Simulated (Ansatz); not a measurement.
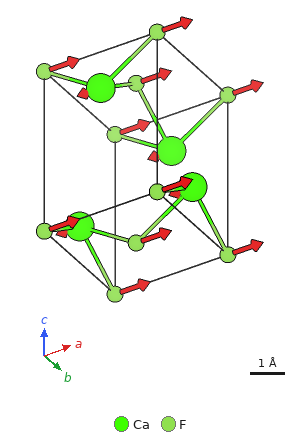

One vibrational mode of a crystal of CaF (a generated structure) at the zone centre. The red arrows are the displacements of the atoms (eigenvector over the root of the mass), of arbitrary overall length and sign. A ball-and-stick model of the cell of the calculation, seen from a free direction.

Level of theory: DFT PBE, scalar-relativistic, plane waves, PAW in Ansatz 0.2.0. Set-up: plane-wave cutoff 420 eV; k-point mesh 12 × 12 × 8; occupations fermi dirac; smearing width 0.15 eV; no spin polarisation.

The frequencies depend somewhat on the k-mesh and the smearing.

Question: What mode is this, and where does it lie in the spectrum?

Answer: This is the E_u mode (doubly degenerate; one member of the set is drawn) at 6.97 THz, optical level 3 of 6, counted from below, infrared-active by symmetry. The F sublattice moves against the Ca sublattice, along a; it stretches the shortest Ca–F bonds (2.36 Å); the kinetic energy is shared as F 68 %, Ca 32 %. The crystal is a metal, so free carriers screen the infrared response.
